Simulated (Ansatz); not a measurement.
## Run report: Si₁₆NO₃₁, geometry relaxation (part 3 of 3)

Continued. System: Si₁₆NO₃₁ (defect cell, 48 atoms in the cell). Method: DFT PBE, scalar-relativistic, plane waves, PAW, spin-polarised (Ansatz 0.2.0); cutoff 420 eV, 2×2×2 k-mesh, Gaussian smearing of 0.05 eV, collinear spins. The structure derives from an entry of the Crystallography Open Database.

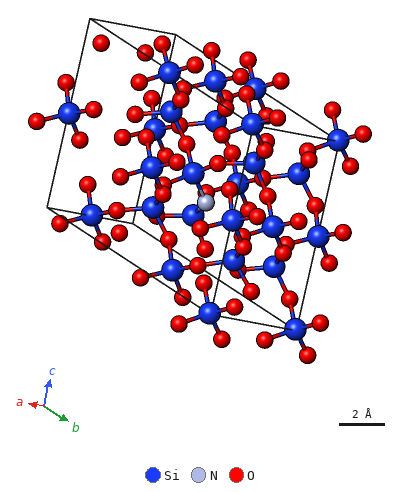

The geometry at step 4 of the log (ball-and-stick view of the cell of the calculation, seen at an oblique angle; bonded neighbours outside the cell are drawn too).

Trajectory as extended XYZ, continued:
```
48
Lattice="9.4962 0.0000 0.0000 0.0000 9.4962 0.0000 -4.7481 -4.7481 7.4880" Properties=species:S:1:pos:R:3:forces:R:3 step=2 energy=-28198.28380
Si    0.0009   -0.0061   -0.0054    0.0921   0.2805   0.1592
Si   -2.3722   -2.3728    3.7454    0.0089  -0.0126  -0.0236
Si    2.3751   -2.3791    3.7497   -0.0321  -0.0149   0.0740
Si    4.7533    0.0004    0.0038    0.0525  -0.0729  -0.0693
Si   -2.3749    2.3792    3.7493    0.0300  -0.0036   0.1165
Si   -0.0068    4.7540   -0.0116   -0.0326   0.0123   0.1687
Si    4.7475    4.7486    0.0039    0.1190   0.0614  -0.1136
Si    2.3897    2.3782    3.7126    2.1485  -1.5894   4.2868
Si   -0.0201    2.3960    1.8487   -0.5131  -1.1881  -0.3034
Si   -2.3742    0.0007    5.6170    0.0344  -0.0180   0.0049
Si    2.3694    0.0038    5.6143    0.1066  -0.6093   0.4409
Si    4.7571    2.3761    1.8746    0.2609  -0.0057  -0.2216
Si   -2.3680    4.7510    5.6188   -0.0305   0.0410   0.0371
Si    0.0019    7.1195    1.8735    0.0386  -0.0041   0.0145
Si    4.7482    7.1231    1.8759   -0.0206  -0.0087   0.0101
Si    2.3807    4.7374    5.6189   -0.2608   0.5070   0.3187
N     1.1994    2.9368    2.8288   -1.8940   1.9525  -1.5083
O    -1.1899    0.5880    6.5571   -0.0391   0.0845   0.0180
O     3.5593    0.5956    6.5444    0.0658   0.1045   0.0518
O     5.9385    2.9692    2.8118    0.0021   0.1215  -0.0224
O    -1.1815    5.3391    6.5559   -0.0188   0.1129   0.0027
O     1.1891    7.7052    2.8108   -0.0195   0.0895  -0.0275
O     5.9361    7.7119    2.8108    0.0087   0.1131   0.0061
O     3.5638    5.3342    6.5534    0.0115   0.2246   0.0980
O     0.5825    1.2015    0.9293   -0.0540  -0.2997  -0.3950
O    -1.7840   -1.1851    4.6809    0.0976   0.0263   0.0105
O     2.9617   -1.1890    4.6837    0.1295  -0.0425   0.0052
O     5.3437    1.1883    0.9396    0.0857   0.0501   0.0442
O    -1.7793    3.5647    4.6814    0.1229  -0.0495  -0.0427
O     0.5852    5.9321    0.9343    0.1155  -0.0044  -0.0371
O     5.3361    5.9358    0.9398    0.0841  -0.0202   0.0066
O     2.9881    3.5657    4.7262    0.1925  -1.5386  -1.1116
O    -1.1861    1.7868    2.8083   -0.0232   0.0574   0.0856
O    -3.5664   -0.5879    6.5466    0.0015  -0.1415   0.0332
O     1.1850   -0.5883    6.5572   -0.0147  -0.2215   0.1419
O     3.5927    1.7651    2.8298    0.0154  -0.0351  -0.2243
O    -3.5551    4.1574    6.5511    0.0280  -0.1199   0.0105
O    -1.1866    6.5330    2.8090   -0.0218  -0.0989   0.0103
O     3.5630    6.5320    2.8120    0.0313  -0.1034  -0.0309
O     1.1909    4.1559    6.5587   -0.0774  -0.0688   0.0542
O    -0.6021    3.5731    0.9394   -0.4362   0.5719  -0.7230
O    -2.9626    1.1904    4.6828   -0.0874   0.0256  -0.0391
O     1.7605    1.1647    4.7152    0.2866   1.8266  -1.4425
O     4.1598    3.5606    0.9431   -0.1948  -0.0779   0.0995
O    -2.9590    5.9367    4.6828   -0.0959  -0.0113   0.0112
O    -0.5855    8.3070    0.9366   -0.0770   0.0251   0.0111
O     4.1609    8.3118    0.9407   -0.1123   0.0206   0.0104
O     1.7896    5.9258    4.6823   -0.1144   0.0506  -0.0045
48
Lattice="9.4962 0.0000 0.0000 0.0000 9.4962 0.0000 -4.7481 -4.7481 7.4880" Properties=species:S:1:pos:R:3:forces:R:3 step=3 energy=-28198.73127
Si    0.0174   -0.0129   -0.0005    0.0836   0.0827  -0.0027
Si   -2.3726   -2.3710    3.7477   -0.0088  -0.0033   0.0228
Si    2.3752   -2.4040    3.7537    0.0215  -0.0614  -0.1203
Si    4.7530    0.0036    0.0112   -0.0751   0.0555   0.0699
Si   -2.3611    2.3883    3.7510    0.0339   0.0270  -0.1083
Si   -0.0272    4.7357   -0.0326   -0.0754  -0.1775   0.1059
Si    4.7444    4.7545    0.0081   -0.1553  -0.0419   0.1581
Si    2.3797    2.3854    3.7765    0.3173   0.0458   0.1064
Si   -0.0025    2.3861    1.8248   -0.1459   0.1405  -0.1067
Si   -2.3742    0.0015    5.6155   -0.0623  -0.0323   0.0185
Si    2.3473   -0.0082    5.6071    0.1391   0.0876   0.1011
Si    4.7567    2.3885    1.8782   -0.1019   0.0464   0.0866
Si   -2.3636    4.7539    5.6208    0.0009  -0.0206  -0.0244
Si   -0.0003    7.0956    1.8712   -0.0251  -0.0861  -0.0218
Si    4.7485    7.1267    1.8803    0.0142   0.0053  -0.0029
Si    2.3961    4.7261    5.6416    0.1318  -0.0717  -0.0335
N     1.1884    3.1352    2.8061   -0.0707  -0.1674  -0.0782
O    -1.1994    0.6000    6.5668    0.0467   0.0123  -0.0128
O     3.5484    0.6101    6.5196   -0.0930   0.0223  -0.0964
O     5.9462    2.9876    2.8128    0.0420  -0.0558   0.0157
O    -1.1825    5.3555    6.5633    0.0467  -0.0253  -0.0053
O     1.1900    7.6802    2.8086    0.0203   0.0105   0.0380
O     5.9357    7.7299    2.8154   -0.0118  -0.0066  -0.0062
O     3.5725    5.3573    6.5741   -0.0481  -0.0512  -0.0071
O     0.6317    1.1901    0.9144   -0.0899  -0.0194   0.0961
O    -1.7660   -1.1822    4.6797    0.0048  -0.0030  -0.0146
O     2.9559   -1.2039    4.6859   -0.0914   0.0700   0.0063
O     5.3462    1.1976    0.9467    0.0422  -0.0698  -0.0573
O    -1.7507    3.5749    4.6791   -0.0346   0.0054   0.0359
O     0.5736    5.8926    0.9381   -0.0243   0.1209  -0.0187
O     5.3488    5.9418    0.9406    0.0169   0.0161  -0.0516
O     3.0388    3.5065    4.7700   -0.1238   0.0733   0.1167
O    -1.1610    1.7970    2.8142    0.0237   0.0215   0.0116
O    -3.5743   -0.6077    6.5314    0.0641   0.0725  -0.0574
O     1.1767   -0.6085    6.5660    0.0442   0.0164  -0.1133
O     3.5611    1.7934    2.8146   -0.1456   0.0275   0.0356
O    -3.5478    4.1307    6.5457   -0.0465   0.0269   0.0261
O    -1.1964    6.5142    2.8080    0.0098   0.0249  -0.0101
O     3.5715    6.5111    2.8157   -0.0199   0.0308   0.0416
O     1.1971    4.1458    6.5774    0.0013  -0.0111  -0.0203
O    -0.6666    3.5183    0.8454    0.1035  -0.0646  -0.0512
O    -2.9611    1.1963    4.6785    0.0225  -0.0041  -0.0069
O     1.7407    1.1914    4.6831    0.0234  -0.1742  -0.0020
O     4.1355    3.5750    0.9569    0.1090   0.0633  -0.1033
O    -2.9716    5.9403    4.6891    0.0098   0.0107   0.0122
O    -0.5797    8.2999    0.9416    0.0214   0.0118  -0.0126
O     4.1436    8.3182    0.9508    0.0323  -0.0068  -0.0067
O     1.7933    5.8898    4.6787    0.0228   0.0266   0.0472
48
Lattice="9.4962 0.0000 0.0000 0.0000 9.4962 0.0000 -4.7481 -4.7481 7.4880" Properties=species:S:1:pos:R:3:forces:R:3 step=4 energy=-28198.72489 accepted=F
Si    0.0018   -0.0713    0.0275    0.0364   0.0768   0.0107
Si   -2.3628   -2.3340    3.7476    0.0064  -0.0778   0.0271
Si    2.3950   -2.4782    3.7519    0.0108  -0.0684  -0.0466
Si    4.7136    0.0570    0.0581   -0.0222  -0.0557  -0.0036
Si   -2.3809    2.4666    3.7469    0.0558   0.0257  -0.0528
Si    0.0117    4.6767   -0.0822   -0.0764  -0.0056   0.0684
Si    4.7670    4.8195   -0.0183   -0.0187  -0.0535   0.0155
Si    2.3686    2.3540    3.7971   -0.0604   0.0727   0.0965
Si   -0.0121    2.3496    1.8100    0.1176   0.0707  -0.0146
Si   -2.3312    0.0572    5.5676   -0.0166  -0.0535   0.0050
Si    2.3751   -0.0593    5.5916    0.0207   0.0270   0.0352
Si    4.7449    2.4711    1.8725   -0.0546   0.0377   0.0187
Si   -2.3853    4.8120    5.6401   -0.0109  -0.0460  -0.0049
Si   -0.0051    7.0113    1.8763   -0.0101  -0.0591   0.0057
Si    4.7530    7.1655    1.8826   -0.0331  -0.0883  -0.0140
Si    2.3649    4.6734    5.6997    0.0962   0.0340  -0.0330
N     1.1764    3.0781    2.8060   -0.0153   0.0622   0.0087
O    -1.1489    0.6631    6.5051   -0.0186  -0.0138  -0.0192
O     3.5910    0.5678    6.4727    0.0113  -0.0101  -0.0353
O     5.9252    3.0750    2.8170    0.0042  -0.0844   0.0096
O    -1.2181    5.4031    6.6049    0.0279  -0.0239   0.0200
O     1.1963    7.5755    2.8098    0.0045   0.0909   0.0023
O     5.9451    7.7578    2.8135    0.0015   0.0338  -0.0094
O     3.5361    5.3066    6.6353   -0.0213  -0.0500   0.0137
O     0.6162    1.0946    0.9836   -0.0869  -0.0286   0.0605
O    -1.7210   -1.1126    4.6118    0.0193   0.0092  -0.0197
O     2.9646   -1.2738    4.6854   -0.0938   0.0314   0.0361
O     5.3341    1.2647    0.9558    0.0417  -0.0077  -0.0466
O    -1.7709    3.6561    4.6713    0.0236  -0.0362  -0.0054
O     0.5647    5.8098    0.9429   -0.0522   0.0442   0.0270
O     5.3629    6.0347    0.8818    0.0412  -0.0142  -0.0122
O     2.9883    3.4132    4.8798   -0.1210   0.0723  -0.1131
O    -1.1987    1.8579    2.8066   -0.0535  -0.0313   0.0220
O    -3.4992   -0.5956    6.4914   -0.0008   0.0331  -0.0414
O     1.1993   -0.6019    6.5755    0.0079   0.0020   0.0065
O     3.5484    1.8620    2.7930    0.0580  -0.0469   0.0010
O    -3.5650    4.1389    6.5361   -0.0143   0.0017  -0.0201
O    -1.2161    6.4708    2.8221    0.0229   0.0324  -0.0105
O     3.6101    6.4731    2.8131   -0.0328   0.0453   0.0141
O     1.1310    4.1510    6.6203    0.0074   0.0393   0.0332
O    -0.6196    3.4144    0.7299    0.0882   0.0726   0.0543
O    -2.9601    1.2588    4.6673   -0.0285  -0.0157   0.0364
O     1.7526    1.1019    4.6379    0.0660  -0.0303  -0.0935
O     4.1447    3.6648    0.9468    0.0012  -0.0528   0.0042
O    -2.9801    6.0309    4.7438   -0.0268  -0.0147   0.0028
O    -0.5785    8.2093    0.9363    0.0620   0.0245  -0.0295
O     4.1071    8.3872    1.0216   -0.0031   0.0072   0.0126
O     1.8190    5.8200    4.6858    0.0391   0.0218  -0.0226
48
Lattice="9.4962 0.0000 0.0000 0.0000 9.4962 0.0000 -4.7481 -4.7481 7.4880" Properties=species:S:1:pos:R:3:forces:R:3 step=5 energy=-28198.75092
Si    0.0174   -0.0189    0.0235   -0.0014  -0.0185   0.0260
Si   -2.3717   -2.3693    3.7473    0.0083   0.0251   0.0012
Si    2.3829   -2.4258    3.7480   -0.0377   0.0279   0.0366
Si    4.7411    0.0148    0.0297    0.0240  -0.0128  -0.0205
Si   -2.3692    2.4099    3.7454    0.0152  -0.0365   0.0179
Si   -0.0204    4.7213   -0.0520    0.0393   0.0384  -0.0105
Si    4.7469    4.7686   -0.0076    0.0487  -0.0083  -0.0591
Si    2.3850    2.3852    3.7912   -0.0748  -0.0236   0.0641
Si   -0.0063    2.3879    1.8268    0.0204  -0.0541   0.0161
Si   -2.3638    0.0134    5.5931    0.0098   0.0288  -0.0167
Si    2.3601   -0.0175    5.5977   -0.0790  -0.0252  -0.0443
Si    4.7489    2.4084    1.8763    0.0299  -0.0075  -0.0162
Si   -2.3709    4.7669    5.6313   -0.0008  -0.0149   0.0217
Si   -0.0062    7.0708    1.8719    0.0209   0.0357   0.0042
Si    4.7505    7.1278    1.8763    0.0053   0.0240  -0.0036
Si    2.3954    4.7200    5.6721   -0.0410   0.0125   0.0071
N     1.1845    3.1167    2.8152    0.0147   0.0414  -0.0130
O    -1.1855    0.6157    6.5387   -0.0045  -0.0060   0.0153
O     3.5591    0.6065    6.4995    0.0321  -0.0159   0.0251
O     5.9387    3.0068    2.8101   -0.0161   0.0214  -0.0068
O    -1.1867    5.3630    6.5730   -0.0130   0.0049  -0.0022
O     1.1888    7.6461    2.8096    0.0048  -0.0194  -0.0046
O     5.9373    7.7274    2.8124   -0.0023  -0.0080  -0.0027
O     3.5647    5.3506    6.6092   -0.0064  -0.0036  -0.0141
O     0.6270    1.1626    0.9611   -0.0088   0.0014  -0.0182
O    -1.7532   -1.1685    4.6559   -0.0086  -0.0088  -0.0091
O     2.9535   -1.2152    4.6733    0.0239  -0.0078  -0.0004
O     5.3445    1.2086    0.9556   -0.0185   0.0150   0.0157
O    -1.7662    3.5906    4.6840   -0.0021   0.0109   0.0041
O     0.5643    5.8819    0.9245   -0.0063  -0.0319  -0.0068
O     5.3541    5.9637    0.9127   -0.0066   0.0025   0.0165
O     3.0202    3.4867    4.8159    0.0250  -0.0078  -0.0234
O    -1.1710    1.8190    2.8141   -0.0120   0.0333  -0.0098
O    -3.5564   -0.5962    6.5115   -0.0226  -0.0165   0.0125
O     1.1811   -0.6022    6.5526   -0.0113  -0.0040   0.0321
O     3.5528    1.8168    2.8091    0.0167   0.0288  -0.0156
O    -3.5534    4.1419    6.5562    0.0115   0.0016  -0.0141
O    -1.2035    6.4951    2.8099   -0.0104  -0.0154   0.0043
O     3.5825    6.4948    2.8133    0.0098  -0.0141  -0.0148
O     1.1828    4.1505    6.5964    0.0118   0.0001  -0.0009
O    -0.6452    3.4887    0.8051   -0.0102   0.0118  -0.0019
O    -2.9621    1.2077    4.6640   -0.0043  -0.0037  -0.0003
O     1.7480    1.1608    4.6573    0.0396   0.0238  -0.0058
O     4.1457    3.5911    0.9397   -0.0162  -0.0078   0.0101
O    -2.9756    5.9616    4.7090   -0.0055   0.0012  -0.0035
O    -0.5798    8.2816    0.9487    0.0019  -0.0023  -0.0015
O     4.1329    8.3297    0.9691   -0.0049  -0.0045   0.0146
O     1.8120    5.8807    4.6952    0.0115  -0.0116  -0.0049
48
Lattice="9.4962 0.0000 0.0000 0.0000 9.4962 0.0000 -4.7481 -4.7481 7.4880" Properties=species:S:1:pos:R:3:forces:R:3 step=6 energy=-28198.75240
Si    0.0142   -0.0232    0.0265   -0.0001   0.0009   0.0025
Si   -2.3706   -2.3702    3.7458   -0.0010  -0.0009   0.0001
Si    2.3831   -2.4296    3.7490   -0.0005  -0.0003  -0.0013
Si    4.7376    0.0161    0.0347   -0.0007   0.0013   0.0020
Si   -2.3707    2.4147    3.7452    0.0014   0.0012   0.0013
Si   -0.0139    4.7196   -0.0554    0.0045  -0.0020   0.0021
Si    4.7501    4.7697   -0.0135    0.0015  -0.0011  -0.0026
Si    2.3812    2.3879    3.7957   -0.0035   0.0068  -0.0070
Si   -0.0032    2.3870    1.8263    0.0070   0.0073   0.0052
Si   -2.3608    0.0157    5.5867   -0.0026   0.0015  -0.0024
Si    2.3624   -0.0225    5.5952    0.0004   0.0055   0.0006
Si    4.7488    2.4154    1.8760    0.0008   0.0083  -0.0045
Si   -2.3737    4.7686    5.6351    0.0004  -0.0010  -0.0006
Si   -0.0053    7.0661    1.8728    0.0018  -0.0041  -0.0008
Si    4.7485    7.1268    1.8762    0.0019  -0.0023  -0.0012
Si    2.3907    4.7200    5.6774   -0.0025  -0.0046  -0.0026
N     1.1881    3.1220    2.8118   -0.0012  -0.0035  -0.0025
O    -1.1808    0.6167    6.5307    0.0020   0.0009   0.0012
O     3.5638    0.6005    6.4963    0.0003  -0.0012  -0.0004
O     5.9379    3.0158    2.8100   -0.0016  -0.0002   0.0001
O    -1.1915    5.3643    6.5792   -0.0009   0.0006  -0.0001
O     1.1891    7.6415    2.8105    0.0002  -0.0022   0.0012
O     5.9373    7.7237    2.8108   -0.0003  -0.0001  -0.0002
O     3.5603    5.3486    6.6149   -0.0005   0.0004  -0.0009
O     0.6254    1.1572    0.9642    0.0033   0.0035   0.0030
O    -1.7510   -1.1650    4.6472    0.0001  -0.0025  -0.0013
O     2.9582   -1.2194    4.6717    0.0014  -0.0013  -0.0025
O     5.3409    1.2109    0.9599   -0.0014  -0.0009   0.0019
O    -1.7680    3.5930    4.6876    0.0003   0.0012  -0.0006
O     0.5674    5.8782    0.9245   -0.0036   0.0015   0.0002
O     5.3526    5.9663    0.9082   -0.0013   0.0000   0.0009
O     3.0171    3.4872    4.8213    0.0000  -0.0009   0.0026
O    -1.1725    1.8281    2.8127   -0.0025   0.0007   0.0007
O    -3.5504   -0.5975    6.5077    0.0012  -0.0001   0.0000
O     1.1854   -0.6061    6.5531   -0.0002  -0.0021   0.0021
O     3.5513    1.8298    2.8097   -0.0017  -0.0030   0.0015
O    -3.5577    4.1411    6.5556   -0.0004  -0.0007  -0.0009
O    -1.2034    6.4887    2.8100    0.0009  -0.0009  -0.0008
O     3.5816    6.4893    2.8122   -0.0013  -0.0011   0.0025
O     1.1784    4.1506    6.6012   -0.0012   0.0007  -0.0003
O    -0.6392    3.4865    0.8009   -0.0005  -0.0019  -0.0034
O    -2.9638    1.2095    4.6600   -0.0003   0.0008   0.0002
O     1.7520    1.1582    4.6573    0.0002  -0.0019   0.0007
O     4.1453    3.5944    0.9348    0.0000  -0.0026   0.0030
O    -2.9754    5.9650    4.7125    0.0010   0.0002   0.0002
O    -0.5810    8.2759    0.9502   -0.0005   0.0004  -0.0002
O     4.1286    8.3321    0.9754   -0.0001   0.0009   0.0011
O     1.8106    5.8791    4.6975   -0.0003  -0.0010   0.0002
```

Results in brief:

- outcome: converged
- electrons treated: 255
- free energy: −28198.7524 eV
- Fermi energy: 2.679 eV
- net moment of the cell: 1.00 μB
- integrated absolute moment: 1.07 μB
- final volume: 675.25 Å³
- largest force (length of the vector) at the end: 0.011 eV/Å
- hardware: 4 threads of Arm Neoverse V1, 24 GiB of memory available, shared host
- wall time: 4.5 min (CPU time 18 min)
- peak memory: 3.4 GiB
